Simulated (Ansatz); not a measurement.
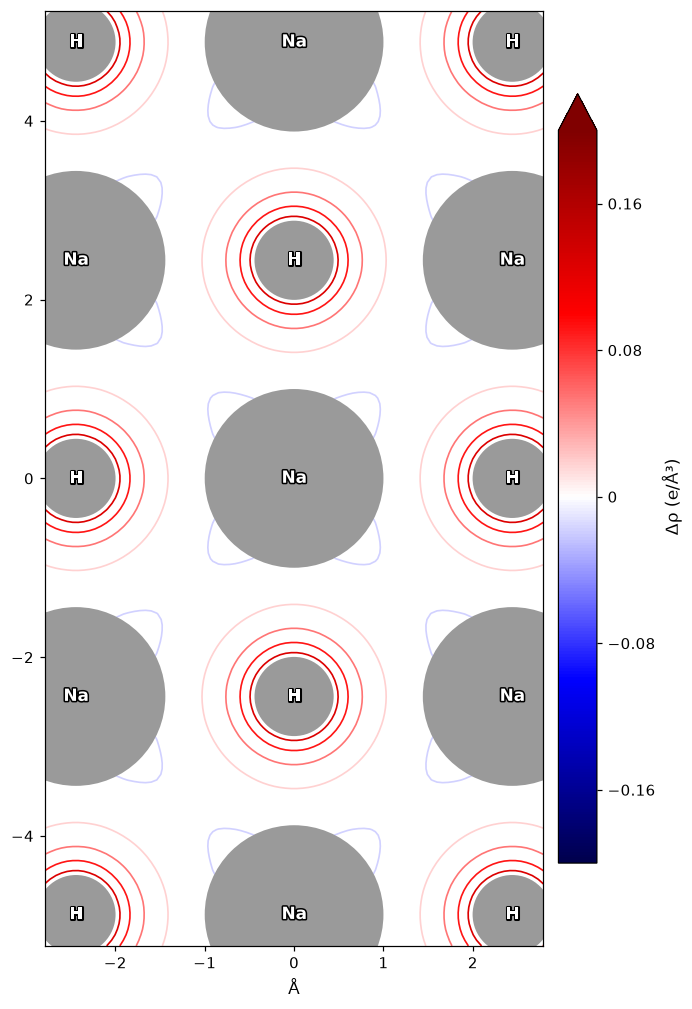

Figure 1: NaH. Deformation density (self-consistent density less superposed neutral spherical atoms): a map on the (100) plane of the conventional cell, with grey discs over the atomic cores. Cores are masked to 1.0 Å (Na) and 0.4 Å (H).

Space group Fm-3m.

Theory: Ansatz, DFT PBE, scalar-relativistic, plane waves, PAW.

In a PAW calculation such maps are meaningful between the atoms, not at the nuclei.

```
Na H
1.0
     4.88000    0.00000    0.00000
     0.00000    4.88000    0.00000
     0.00000    0.00000    4.88000
Na H
4 4
Direct
  0.00000 0.00000 0.00000
  0.50000 0.50000 0.00000
  0.50000 0.00000 0.50000
  0.00000 0.50000 0.50000
  0.50000 0.00000 0.00000
  0.00000 0.50000 0.00000
  0.00000 0.00000 0.50000
  0.50000 0.50000 0.50000
```

Where does charge go when the atoms form this crystal?

H–Na (2.44 Å): Δρ is about zero at the midpoint, so little or no bond charge builds up halfway.
Na–Na (3.45 Å): Δρ is −0.015 e/Å³ at the midpoint.
Over the whole cell, outside the masked cores, the largest gain lies at the edge of the masked core of H, and the largest loss, 0.02 e/Å³, lies 1.1 Å from a sodium nucleus.
In all about 0.16 e an atom is rearranged against the free atoms.
Bader charges: Na +0.81 and H −0.81 e.

Cost of the run: 10 s on 1 thread of Intel(R) Xeon(R) 6975P-C (Granite Rapids), on a shared host, peak memory 0.31 GiB.
